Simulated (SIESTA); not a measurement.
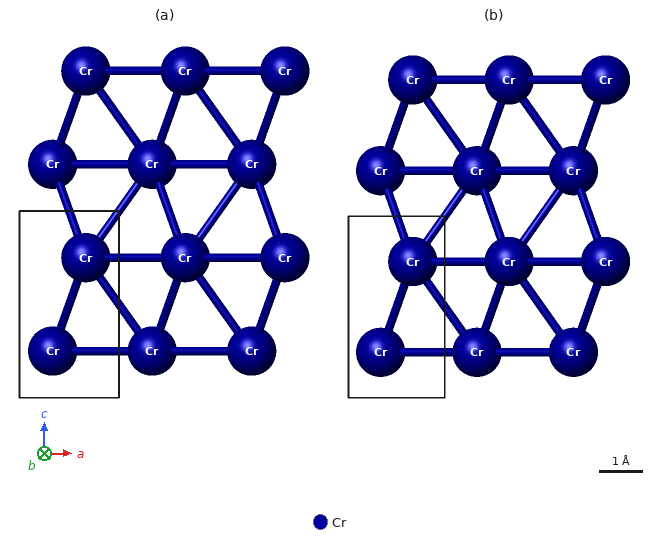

The structure of crystalline Cr (set up in P6_3/mmc) before (left) and after (right) a relaxation, at one scale.

The picture is a ball-and-stick view of the cell of the calculation, repeated 3 × 1 × 2 with one cell outlined, seen along the b axis.

The run lets cell and atoms move.

These are results of Kohn-Sham DFT of a periodic cell, PBEsol, PseudoDojo 0.4 standard, converted to PSML (SIESTA 5.4.2), not measurements.

The input:
```
SystemName                      Chromium
SystemLabel                     Cr
NumberOfSpecies                 1
NumberOfAtoms                   2
%block ChemicalSpeciesLabel
  1  24 Cr
%endblock ChemicalSpeciesLabel

LatticeConstant                 1.0 Ang
%block LatticeVectors
     2.7140000000     0.0000000000     0.0000000000
    -1.3570000000     2.3503929459     0.0000000000
     0.0000000000     0.0000000000     4.4100000000
%endblock LatticeVectors
AtomicCoordinatesFormat         Fractional
%block AtomicCoordinatesAndAtomicSpecies
     0.6666666667     0.3333333333     0.7500000000  1  Cr
     0.3333333333     0.6666666667     0.2500000000  1  Cr
%endblock AtomicCoordinatesAndAtomicSpecies

%block kgrid.MonkhorstPack
    8   0   0  0.0
    0   8   0  0.0
    0   0   4  0.0
%endblock kgrid.MonkhorstPack
XC.Functional                   GGA
XC.Authors                      PBEsol
PAO.BasisSize                   DZP
PAO.EnergyShift                 0.003 Ry
Mesh.Cutoff                     800 Ry
Spin                            polarized
%block DM.InitSpin
    1   3.000
    2   3.000
%endblock DM.InitSpin
OccupationFunction              FD
ElectronicTemperature           0.05 eV
MaxSCFIterations                200
SCF.MustConverge                false
SCF.Mixer.Method                Pulay
SCF.Mixer.Weight                0.1
SCF.Mixer.History               10
SCF.DM.Tolerance                5.0e-05
SCF.H.Tolerance                 1.0e-03 eV
WriteForces                     true
Charge.Mulliken                 end
MD.TypeOfRun                    CG
MD.Steps                        40
MD.MaxForceTol                  0.02 eV/Ang
MD.MaxDispl                     0.1 Ang
WriteCoorStep                   true
AtomCoorFormatOut               Fractional
MD.VariableCell                 true
MD.MaxStressTol                 0.1 GPa
%block PAO.Basis
  Cr 5
  n=3 0 2
    2.890 0.000
  n=4 0 2
    8.651 0.000
  n=3 1 2
    3.273 0.000
  n=4 1 1
    8.651
  n=3 2 2
    6.355 0.000
%endblock PAO.Basis
```

Run as
```bash
siesta Cr.fdf > Cr.out 2>&1
```

Describe what moved and what it gained.

The run was cut off at its time limit before the relaxation converged, so the last structure is only a point on the way. No atom moves by more than 0.005 Å relative to the cell. The volume changes by −8.7 %, with a = b 2.714 → 2.629 Å (−3.1 %), c 4.410 → 4.289 Å (−2.7 %). Some distances before and after: Cr–Cr 2.714 → 2.629 Å. The space group stays P6_3/mmc (No. 194). After 2 geometry steps the energy has fallen by 0.449 eV per cell of the calculation. Pressure: −32.96 GPa at the start and −23.20 GPa at the end. Cost: 36 min on 1 thread of Arm Neoverse N1, on a shared host, peak memory 0.38 GiB.
